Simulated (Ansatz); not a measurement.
**Run report: PtSe4, geometry relaxation (part 2 of 2)**

Continued. System: PtSe4 (slab, 5 atoms in the cell). Method: DFT PBEsol, scalar-relativistic, plane waves, PAW, no spin polarisation (Ansatz 0.2.0); cutoff 420 eV, 9×9×1 k-mesh, Gaussian smearing of 0.1 eV. The structure derives from an entry of the Crystallography Open Database. It belongs to a series of runs on one base structure; here: (0 0 1) slab, atoms relaxed.

Geometry of the input (Å; fractional positions):
```
3.7603  0.0000  0.0000
-1.8802  3.2565  0.0000
0.0000  0.0000  22.1900
Se 0.3333  0.6667  0.3380
Se 0.6667  0.3333  0.4428
Pt 0.0000  0.0000  0.5000
Se 0.3333  0.6667  0.5572
Se 0.6667  0.3333  0.6620
```

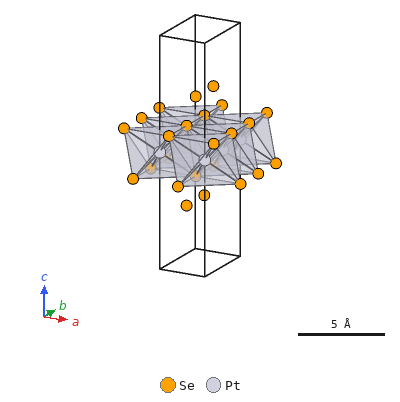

Fig. 1: The geometry at step 2 of the log (polyhedral view of the 1 × 2 repeat of the cell, with the vacuum cut short, seen slightly off an axis; polyhedra are completed across the faces of the cell).

Log, continued
```
SCF iter   1: F=—  HF=-34079.323288 eV  |F-HF|=—  |Δ(HF+E_count)|=         —  Δρ=3.04e-3  dr2=2.46e-2  ethr=3.02e-5  p=-0.000 e·Å  D=-2.26e-8 V/Å  ΔV_dip=0.00 eV  dr2_dipole=2.45e-11  V_vac-E_F(+/−)=5.48/5.48 eV  ⟨swp⟩=1.9  Hψ=2220  notcnv=0  defer=31
efield: sawtooth ramp at fractional position 0.9800 (handed on by an earlier solve), width 0.0400; the density the first Hamiltonian is built on has a dipole p = -0.000 e·Å; the dipole correction subtracts the counter field D = -2.26e-8 V/Å, which shifts the + side's vacuum level by +0.00 eV against the − side's; the planar-averaged density in the ramp window peaks in size at 3.0e-6 e/Å³
preconditioner: auto → LDOS  [metal: Δε(μ)=0.042 eV  Ē_g=9.800 eV  σ=0.100 eV  W_gap=0.23  n_scr=56 (ndim 8)  ℏωp=13.1 eV  f_vac=0.591  D(μ)=3.62/eV (n_scr^D=10)  β→1.0]
SCF iter   2: F=—  HF=-34079.323111 eV  |F-HF|=—  |Δ(HF+E_count)|=   1.77e-4  Δρ=2.01e-3  dr2=1.60e-2  ethr=3.00e-5  p=-0.000 e·Å  D=-5.33e-9 V/Å  ΔV_dip=0.00 eV  dr2_dipole=1.26e-11  V_vac-E_F(+/−)=5.50/5.50 eV  ⟨swp⟩=2.5  Hψ=1076  notcnv=0  defer=31
SCF iter   3: F=—  HF=-34079.321235 eV  |F-HF|=—  |Δ(HF+E_count)|=   1.88e-3  Δρ=1.01e-3  dr2=5.35e-3  ethr=1.95e-5  p=-0.000 e·Å  D=-1.35e-7 V/Å  ΔV_dip=0.00 eV  dr2_dipole=4.28e-12  V_vac-E_F(+/−)=5.50/5.50 eV  ⟨swp⟩=2.0  Hψ=1044  notcnv=0  defer=31
SCF iter   4: F=—  HF=-34079.320654 eV  |F-HF|=—  |Δ(HF+E_count)|=   5.81e-4  Δρ=3.19e-4  dr2=5.32e-4  ethr=6.52e-6  p=-0.000 e·Å  D=-6.32e-8 V/Å  ΔV_dip=0.00 eV  dr2_dipole=1.26e-12  V_vac-E_F(+/−)=5.50/5.50 eV  ⟨swp⟩=2.0  Hψ=614  notcnv=0  defer=32
SCF iter   5: F=—  HF=-34079.320588 eV  |F-HF|=—  |Δ(HF+E_count)|=   6.61e-5  Δρ=5.14e-5  dr2=2.04e-5  ethr=6.49e-7  p=-0.000 e·Å  D=-5.15e-8 V/Å  ΔV_dip=0.00 eV  dr2_dipole=1.48e-12  V_vac-E_F(+/−)=5.51/5.51 eV  ⟨swp⟩=2.0  Hψ=700  notcnv=0  defer=32
iter 6 did not close the SCF: its close was put off until two iterations running show no level that it waits for move by more than its bar (scf_convergence_deferred on its scf_iter line)
SCF iter   6: F=-34079.320587 eV  HF=-34079.320588 eV  |F-HF|=2.18e-7  |Δ(HF+E_count)|=   3.62e-7  Δρ=1.17e-5  dr2=7.13e-7  ethr=8.88e-9  p=-0.000 e·Å  D=-2.93e-8 V/Å  ΔV_dip=0.00 eV  dr2_dipole=7.87e-14  V_vac-E_F(+/−)=5.51/5.51 eV  ⟨swp⟩=19.2  Hψ=6014  notcnv=0
iter 7 did not close the SCF: its close was put off until two iterations running show no level that it waits for move by more than its bar (scf_convergence_deferred on its scf_iter line)
SCF iter   7: F=-34079.320588 eV  HF=-34079.320588 eV  |F-HF|=3.80e-8  |Δ(HF+E_count)|=   2.37e-7  Δρ=2.65e-6  dr2=1.87e-8  ethr=8.69e-10  p=-0.000 e·Å  D=-2.77e-8 V/Å  ΔV_dip=0.00 eV  dr2_dipole=5.76e-16  V_vac-E_F(+/−)=5.51/5.51 eV  ⟨swp⟩=11.3  Hψ=4402  notcnv=0
SCF iter   8: F=-34079.320588 eV  HF=-34079.320588 eV  |F-HF|=1.23e-8  |Δ(HF+E_count)|=   3.32e-8  Δρ=8.17e-7  dr2=2.26e-9  ethr=2.28e-11  p=-0.000 e·Å  D=-2.54e-8 V/Å  ΔV_dip=0.00 eV  dr2_dipole=5.51e-16  V_vac-E_F(+/−)=5.51/5.51 eV  ⟨swp⟩=9.5  Hψ=3860  notcnv=0
SCF 4 converged in 8 iterations: F = -34079.320588 eV  dr2 = 2.26e-9
  greatest PAW one-centre occupation: 1.000 electrons in one spin orbital (limit 2), on the Se atom at site 1 (counted from 0), in its partial waves of l = 2
relax step   4: F+E_penalty+E_count = -34079.32058791 eV  Δ(F+E_penalty+E_count) = +2.698e-2 eV  max|allowed force component| = 4.021e-1 eV/Å  Δτ_max = 0.1941 Å  (8 SCF iters, dr2 threshold 7.28e-6 eV, rejected (line search))
SCF iter   1: F=—  HF=-34079.367660 eV  |F-HF|=—  |Δ(HF+E_count)|=         —  Δρ=1.98e-3  dr2=1.24e-2  ethr=1.16e-4  p=-0.000 e·Å  D=-2.54e-8 V/Å  ΔV_dip=0.00 eV  dr2_dipole=5.36e-12  V_vac-E_F(+/−)=5.55/5.55 eV  ⟨swp⟩=4.8  Hψ=1481  notcnv=0  defer=30
efield: sawtooth ramp at fractional position 0.9800 (handed on by an earlier solve), width 0.0400; the density the first Hamiltonian is built on has a dipole p = -0.000 e·Å; the dipole correction subtracts the counter field D = -2.54e-8 V/Å, which shifts the + side's vacuum level by +0.00 eV against the − side's; the planar-averaged density in the ramp window peaks in size at 1.8e-5 e/Å³
preconditioner: auto → LDOS  [metal: Δε(μ)=0.086 eV  Ē_g=9.621 eV  σ=0.100 eV  W_gap=0.41  n_scr=56 (ndim 8)  ℏωp=13.1 eV  f_vac=0.581  D(μ)=6.01/eV (n_scr^D=32)  β→1.0]
SCF iter   2: F=—  HF=-34079.366712 eV  |F-HF|=—  |Δ(HF+E_count)|=   9.48e-4  Δρ=7.95e-4  dr2=1.39e-3  ethr=1.51e-5  p=0.000 e·Å  D=1.06e-7 V/Å  ΔV_dip=-0.00 eV  dr2_dipole=4.63e-11  V_vac-E_F(+/−)=5.54/5.54 eV  ⟨swp⟩=2.2  Hψ=929  notcnv=0  defer=31
SCF iter   3: F=—  HF=-34079.366541 eV  |F-HF|=—  |Δ(HF+E_count)|=   1.71e-4  Δρ=3.89e-4  dr2=6.93e-4  ethr=1.69e-6  p=0.000 e·Å  D=5.52e-8 V/Å  ΔV_dip=-0.00 eV  dr2_dipole=5.86e-12  V_vac-E_F(+/−)=5.54/5.54 eV  ⟨swp⟩=2.0  Hψ=1070  notcnv=0  defer=31
SCF iter   4: F=—  HF=-34079.366436 eV  |F-HF|=—  |Δ(HF+E_count)|=   1.05e-4  Δρ=1.37e-4  dr2=9.01e-5  ethr=8.45e-7  p=0.000 e·Å  D=6.47e-8 V/Å  ΔV_dip=-0.00 eV  dr2_dipole=5.54e-13  V_vac-E_F(+/−)=5.54/5.54 eV  ⟨swp⟩=2.0  Hψ=628  notcnv=0  defer=31
SCF iter   5: F=—  HF=-34079.366471 eV  |F-HF|=—  |Δ(HF+E_count)|=   3.49e-5  Δρ=3.80e-5  dr2=1.23e-5  ethr=1.10e-7  p=0.000 e·Å  D=6.58e-8 V/Å  ΔV_dip=-0.00 eV  dr2_dipole=2.01e-13  V_vac-E_F(+/−)=5.54/5.54 eV  ⟨swp⟩=2.2  Hψ=850  notcnv=0  defer=30
SCF iter   6: F=—  HF=-34079.366471 eV  |F-HF|=—  |Δ(HF+E_count)|=   6.84e-7  Δρ=9.79e-6  dr2=6.47e-7  ethr=1.50e-8  p=0.000 e·Å  D=5.12e-8 V/Å  ΔV_dip=-0.00 eV  dr2_dipole=5.60e-15  V_vac-E_F(+/−)=5.54/5.54 eV  ⟨swp⟩=1.8  Hψ=595  notcnv=0  defer=30
SCF iter   7: F=-34079.366471 eV  HF=-34079.366471 eV  |F-HF|=1.14e-8  |Δ(HF+E_count)|=   8.56e-8  Δρ=2.96e-6  dr2=8.33e-8  ethr=1.22e-10  p=0.000 e·Å  D=3.86e-8 V/Å  ΔV_dip=-0.00 eV  dr2_dipole=1.25e-14  V_vac-E_F(+/−)=5.54/5.54 eV  ⟨swp⟩=18.9  Hψ=4763  notcnv=0
SCF 5 converged in 7 iterations: F = -34079.366471 eV  dr2 = 8.33e-8
relax step   5: F+E_penalty+E_count = -34079.36647063 eV  Δ(F+E_penalty+E_count) = -1.891e-2 eV  max|allowed force component| = 2.320e-2 eV/Å  Δτ_max = 0.0728 Å  (7 SCF iters, accepted)
SCF iter   1: F=—  HF=-34079.366597 eV  |F-HF|=—  |Δ(HF+E_count)|=         —  Δρ=1.78e-4  dr2=3.40e-4  ethr=2.85e-7  p=0.000 e·Å  D=3.86e-8 V/Å  ΔV_dip=-0.00 eV  dr2_dipole=1.32e-11  V_vac-E_F(+/−)=5.53/5.53 eV  ⟨swp⟩=3.0  Hψ=1133  notcnv=0  defer=30
efield: sawtooth ramp at fractional position 0.9800 (handed on by an earlier solve), width 0.0400; the density the first Hamiltonian is built on has a dipole p = 0.000 e·Å; the dipole correction subtracts the counter field D = 3.86e-8 V/Å, which shifts the + side's vacuum level by -0.00 eV against the − side's; the planar-averaged density in the ramp window peaks in size at 1.8e-5 e/Å³
preconditioner: auto → LDOS  [metal: Δε(μ)=0.088 eV  Ē_g=9.631 eV  σ=0.100 eV  W_gap=0.41  n_scr=56 (ndim 8)  ℏωp=13.1 eV  f_vac=0.581  D(μ)=5.71/eV (n_scr^D=30)  β→1.0]
SCF iter   2: F=—  HF=-34079.366565 eV  |F-HF|=—  |Δ(HF+E_count)|=   3.18e-5  Δρ=1.46e-4  dr2=6.53e-5  ethr=2.85e-7  p=0.000 e·Å  D=2.15e-8 V/Å  ΔV_dip=-0.00 eV  dr2_dipole=3.37e-14  V_vac-E_F(+/−)=5.53/5.53 eV  ⟨swp⟩=2.0  Hψ=799  notcnv=0  defer=30
SCF iter   3: F=—  HF=-34079.366605 eV  |F-HF|=—  |Δ(HF+E_count)|=   4.01e-5  Δρ=4.54e-5  dr2=1.76e-5  ethr=7.96e-8  p=0.000 e·Å  D=1.06e-8 V/Å  ΔV_dip=-0.00 eV  dr2_dipole=1.31e-13  V_vac-E_F(+/−)=5.53/5.53 eV  ⟨swp⟩=2.0  Hψ=1039  notcnv=0  defer=30
SCF iter   4: F=—  HF=-34079.366604 eV  |F-HF|=—  |Δ(HF+E_count)|=   9.62e-7  Δρ=1.11e-5  dr2=2.29e-6  ethr=2.15e-8  p=0.000 e·Å  D=5.39e-9 V/Å  ΔV_dip=-0.00 eV  dr2_dipole=3.28e-14  V_vac-E_F(+/−)=5.53/5.53 eV  ⟨swp⟩=1.5  Hψ=580  notcnv=0  defer=30
SCF iter   5: F=—  HF=-34079.366604 eV  |F-HF|=—  |Δ(HF+E_count)|=   9.55e-8  Δρ=3.43e-6  dr2=1.40e-7  ethr=2.79e-9  p=0.000 e·Å  D=1.67e-9 V/Å  ΔV_dip=-0.00 eV  dr2_dipole=3.01e-14  V_vac-E_F(+/−)=5.53/5.53 eV  ⟨swp⟩=2.0  Hψ=668  notcnv=0  defer=30
SCF iter   6: F=-34079.366604 eV  HF=-34079.366604 eV  |F-HF|=1.02e-8  |Δ(HF+E_count)|=   8.58e-9  Δρ=1.21e-6  dr2=8.45e-9  ethr=1.22e-10  p=-0.000 e·Å  D=-6.93e-10 V/Å  ΔV_dip=0.00 eV  dr2_dipole=4.89e-15  V_vac-E_F(+/−)=5.53/5.53 eV  ⟨swp⟩=14.7  Hψ=4052  notcnv=0
SCF 6 converged in 6 iterations: F = -34079.366604 eV  dr2 = 8.45e-9
relax step   6: F+E_penalty+E_count = -34079.36660396 eV  Δ(F+E_penalty+E_count) = -1.333e-4 eV  max|allowed force component| = 5.961e-3 eV/Å  Δτ_max = 0.0054 Å  (6 SCF iters, accepted)
WARN: The input density's exchange-correlation potential varies sharply where the density is thin. Do not read a vacuum level from v_tot or v_xc, or from such a field of the output density. On a cell that repeats whose density bears no net charge and no dipole along the vacuum's axis use v_es (v_loc + v_h of the components); under efield.dipole_correction with no amplitude use v_es + v_field, which holds any external_charges[].barrier, or the levels of the report's work_function block, which leave it out; under a non-zero efield.amplitude the vacuum is tilted and has no level; on a cell that repeats and bears such a dipole with no correction it is tilted too, and efield.dipole_correction with no amplitude gives each side of its ramp a level where efield: is served; in a cell that repeats whose density bears a net charge (total_charge, or a fill off its count) it is curved and has none; of a slab under crystal.periodic whose density bears no net charge use v_es, which has a level on each side, short of where the two are joined; of another it falls or rises all the way out and has none; of a slab beside external_charges read slab_vacuum_level instead, which it has where they leave it neutral. The grid or the basis barely resolves most such structure, and the values can differ between equally converged runs; as a rule a tighter scf.convergence.dr2_threshold does not remove it. Where the density itself ripples (under the LDA too) a higher basis.ecutwfc lessens it. The files hold the spikes' plane waves up to the density's cutoff. Files: v_tot and the like, and their columns of v_z.tsv (output.write_potential); v_xc and the like, and their columns of v_comp_z.tsv (output.write_potential_components); where files of the output density stand in their place, no point of their own thin density is over the threshold below, and this is of outcome.potential() and, of a run that writes arrays (npy), the arrays of these names. Measured: with its Gaussian average of σ = 0.25 Å subtracted twice, the exchange-correlation potential is over 0.1 eV at 2 of the grid points where the equally averaged density (valence and model cores) is under 1e-3 e/Å³, and 0.110 eV at the most among them, at an averaged density of 1.6e-7 e/Å³. See output.write_potential in the manual, Limitations
SCF converged after 6 iterations
Free energy (F): -34079.366604 eV
Harris-Foulkes:  -34079.366604 eV  (|F-HF|=1.02e-8)
Internal energy: -34079.337986 eV  (E = F + TS)
E sigma→0 (E₀):  -34079.352295 eV
Entropy (-TS):   -0.028617 eV (-5.723 meV/atom)
Fermi energy:    1.009652 eV
Dipole field:    D = 0.000000 V/Å  (p = 0.000000 e·Å, saw-weighted, corrected)
Work function:   Φ+ = 5.5307 eV   Φ− = 5.5307 eV
Levels:          The Fermi level and band energies are counted from a zero that moves with the ramp; work functions are not
--- Per-component energies (eV) ---
  E_band       = -2553.649972
  E_kinetic    = 1104.790262
  E_local      = -90958.819025  (includes V_loc(G=0)·N_el)
  E_nonlocal   = -2159.292782
  E_hartree    = 44789.985464
  E_xc         = -669.201370
  E_vxc        = -688.893032  (∫ρ·V_xc dr)
  E_paw        = -16793.563423  (= ΣΔE_a)
  E_vpaw       = 568.614387  (= ΣTr[D̂ρ^β])
  E_aug_tail   = -0.002199  (compensation charges beyond the density's cutoff)
  E_efield     = 0.000000  (sawtooth field / dipole correction)
  E_vefield    = -0.000000  (∫n·V_field dr)
  E_ewald      = 30602.444304
  E_core_change = 4.320783  (= ΣΔE_core)
  E_smearing   = -0.028617  (= −TS)
  E_closure    = -0.000000  (closes the sum)
  Σ components = -34079.366604   (vs F -34079.366604, Δ=0.00e0)
--- Forces (eV/Å), atoms counted from 1 ---
  atom   1  Se     0.00000000     0.00000000    -0.00235798
  atom   2  Se     0.00000000     0.00000000     0.00596122
  atom   3  Pt     0.00000000    -0.00000000    -0.00000198
  atom   4  Se     0.00000000    -0.00000000    -0.00596132
  atom   5  Se     0.00000000    -0.00000000     0.00236013
  max |Σ_I F_I| component: 6.71e-8 eV/Å
--- Band table (eV; the first three rows and the last of 12) ---
  k-point 0: bands = ["-97.4153", "-51.6443", "-51.6443", "-51.5855", "-47.9517", "-47.9513", "-47.9451", "-47.9451", "-47.9432", "-47.9432", "-47.9251", "-47.9251", "-47.9239", "-47.9239", "-46.7733", "-46.7733", "-46.7733", "-46.7733", "-46.7574", "-46.7574", "-46.7574", "-46.7574", "-46.7524", "-46.7524", "-14.6290", "-13.9025", "-11.1379", "-10.3879", "-4.6935", "-4.3835", "-4.3835", "-2.0826", "-2.0826", "-1.6137", "-1.0942", "-1.0457", "-1.0457", "0.0526", "0.2958", "0.2958", "1.1533", "1.2997", "1.2997", "2.9783", "2.9783", "5.2966", "5.7991", "6.3818", "6.5780", "7.2245"]
  k-point 1: bands = ["-97.4153", "-51.6453", "-51.6446", "-51.5855", "-47.9516", "-47.9513", "-47.9450", "-47.9449", "-47.9434", "-47.9432", "-47.9250", "-47.9249", "-47.9240", "-47.9239", "-46.7733", "-46.7733", "-46.7732", "-46.7732", "-46.7574", "-46.7574", "-46.7574", "-46.7574", "-46.7523", "-46.7523", "-14.5010", "-13.8124", "-11.0865", "-10.4494", "-4.6729", "-4.4572", "-4.3318", "-2.6436", "-2.3394", "-1.6928", "-1.4733", "-0.9170", "-0.8851", "-0.6809", "0.0926", "0.7058", "0.9843", "1.3839", "1.8269", "2.7558", "3.0214", "5.7862", "6.1648", "6.4319", "6.6971", "7.2162"]
  k-point 2: bands = ["-97.4152", "-51.6478", "-51.6453", "-51.5854", "-47.9515", "-47.9513", "-47.9448", "-47.9445", "-47.9440", "-47.9433", "-47.9247", "-47.9246", "-47.9243", "-47.9238", "-46.7733", "-46.7733", "-46.7730", "-46.7730", "-46.7575", "-46.7575", "-46.7574", "-46.7574", "-46.7522", "-46.7522", "-14.1369", "-13.5612", "-10.9860", "-10.6266", "-4.8298", "-4.5749", "-4.2297", "-3.6534", "-2.6958", "-2.2018", "-1.8308", "-0.9615", "-0.8400", "-0.6426", "-0.2296", "-0.1734", "1.1513", "1.4509", "1.7411", "3.0954", "3.2285", "5.8087", "6.6510", "6.8122", "7.0516", "7.8096"]
  k-point 11: bands = ["-97.4151", "-51.6505", "-51.6505", "-51.5851", "-47.9512", "-47.9512", "-47.9453", "-47.9438", "-47.9438", "-47.9435", "-47.9246", "-47.9244", "-47.9244", "-47.9235", "-46.7730", "-46.7730", "-46.7729", "-46.7729", "-46.7576", "-46.7576", "-46.7575", "-46.7575", "-46.7520", "-46.7520", "-12.7299", "-12.7299", "-11.2502", "-11.2502", "-5.5320", "-4.6534", "-4.6534", "-4.1069", "-4.1069", "-3.9671", "-1.7637", "-1.2273", "-1.2273", "-0.9020", "-0.5365", "-0.5365", "0.3756", "1.2753", "1.2753", "3.5716", "3.5716", "6.0244", "8.7883", "8.8199", "8.8199", "9.2456"]
--- Relaxed structure (6 steps of the walk, 5 accepted, 0 SCFs on fresh bases) ---
  F+E_penalty+E_count = -34079.36660396 eV   max|allowed force component| = 5.961e-3 eV/Å
  atoms:
    - { symbol: Se, position: [0.3333333333333333, 0.6666666666666666, 0.3590840986730587] }
    - { symbol: Se, position: [0.6666666666666667, 0.3333333333333333, 0.43702934954930234] }
    - { symbol: Pt, position: [1.0667327580184857e-24, 2.1334655159277077e-24, 0.5000000084604352] }
    - { symbol: Se, position: [0.3333333333333333, 0.6666666666666666, 0.5629706544842812] }
    - { symbol: Se, position: [0.6666666666666667, 0.3333333333333333, 0.640915888832923] }
```

Trajectory as extended XYZ (Å, eV, eV/Å), 6 frames, from step=1 to step=6
```
5
Lattice="3.7603 0.0000 0.0000 -1.8802 3.2565 0.0000 0.0000 0.0000 22.1900" Properties=species:S:1:pos:R:3:forces:R:3 step=1 energy=-34078.66189
Se    0.0000    2.1710    7.5000    0.0000   0.0000   0.7623
Se    1.8802    1.0855    9.8268    0.0000   0.0000  -0.8917
Pt    0.0000    0.0000   11.0950    0.0000   0.0000   0.0000
Se    0.0000    2.1710   12.3632    0.0000   0.0000   0.8917
Se    1.8802    1.0855   14.6900    0.0000   0.0000  -0.7623
5
Lattice="3.7603 0.0000 0.0000 -1.8802 3.2565 0.0000 0.0000 0.0000 22.1900" Properties=species:S:1:pos:R:3:forces:R:3 step=2 energy=-34079.02128
Se    0.0000    2.1710    7.6950    0.0000   0.0000   0.6556
Se    1.8802    1.0855    9.7802    0.0000   0.0000  -0.6886
Pt    0.0000    0.0000   11.0950    0.0000   0.0000   0.0000
Se    0.0000    2.1710   12.4098    0.0000   0.0000   0.6886
Se    1.8802    1.0855   14.4951    0.0000   0.0000  -0.6556
5
Lattice="3.7603 0.0000 0.0000 -1.8802 3.2565 0.0000 0.0000 0.0000 22.1900" Properties=species:S:1:pos:R:3:forces:R:3 step=3 energy=-34079.34756
Se    0.0000    2.1710    7.8899    0.0000   0.0000   0.2424
Se    1.8802    1.0855    9.6725    0.0000   0.0000   0.0010
Pt    0.0000    0.0000   11.0950    0.0000   0.0000   0.0000
Se    0.0000    2.1710   12.5175    0.0000   0.0000  -0.0010
Se    1.8802    1.0855   14.3001    0.0000   0.0000  -0.2424
5
Lattice="3.7603 0.0000 0.0000 -1.8802 3.2565 0.0000 0.0000 0.0000 22.1900" Properties=species:S:1:pos:R:3:forces:R:3 step=4 energy=-34079.32059 accepted=F
Se    0.0000    2.1710    8.0840    0.0000   0.0000  -0.4021
Se    1.8802    1.0855    9.7406    0.0000   0.0000  -0.0200
Pt    0.0000    0.0000   11.0950    0.0000   0.0000   0.0000
Se    0.0000    2.1710   12.4494    0.0000   0.0000   0.0200
Se    1.8802    1.0855   14.1060    0.0000   0.0000   0.4021
5
Lattice="3.7603 0.0000 0.0000 -1.8802 3.2565 0.0000 0.0000 0.0000 22.1900" Properties=species:S:1:pos:R:3:forces:R:3 step=5 energy=-34079.36647
Se    0.0000    2.1710    7.9627    0.0000   0.0000   0.0232
Se    1.8802    1.0855    9.6992    0.0000   0.0000  -0.0200
Pt    0.0000    0.0000   11.0950    0.0000   0.0000   0.0000
Se    0.0000    2.1710   12.4908    0.0000   0.0000   0.0200
Se    1.8802    1.0855   14.2273    0.0000   0.0000  -0.0232
5
Lattice="3.7603 0.0000 0.0000 -1.8802 3.2565 0.0000 0.0000 0.0000 22.1900" Properties=species:S:1:pos:R:3:forces:R:3 step=6 energy=-34079.36660
Se    0.0000    2.1710    7.9681    0.0000   0.0000  -0.0024
Se    1.8802    1.0855    9.6977    0.0000   0.0000   0.0060
Pt    0.0000    0.0000   11.0950    0.0000   0.0000   0.0000
Se    0.0000    2.1710   12.4923    0.0000   0.0000  -0.0060
Se    1.8802    1.0855   14.2219    0.0000   0.0000   0.0024
```

Results in brief

- outcome: converged
- electrons treated: 82
- free energy: −34079.3666 eV
- work function, top face: 5.53 eV
- work function, bottom face: 5.53 eV
- Fermi energy: 1.010 eV
- gap on the k-point mesh: none (metallic)
- final volume: 271.73 Å³
- work function (upper face): 5.53 eV
- largest force (length of the vector) at the end: 0.006 eV/Å
- hardware: 2 threads of Arm Neoverse V2, 24 GiB of memory available, shared host
- wall time: 48 s (CPU time 92 s)
- peak memory: 0.55 GiB

The program warns: the exchange-correlation potential is rough where the density is thin. Spin–orbit coupling is left out, which matters for Pt.
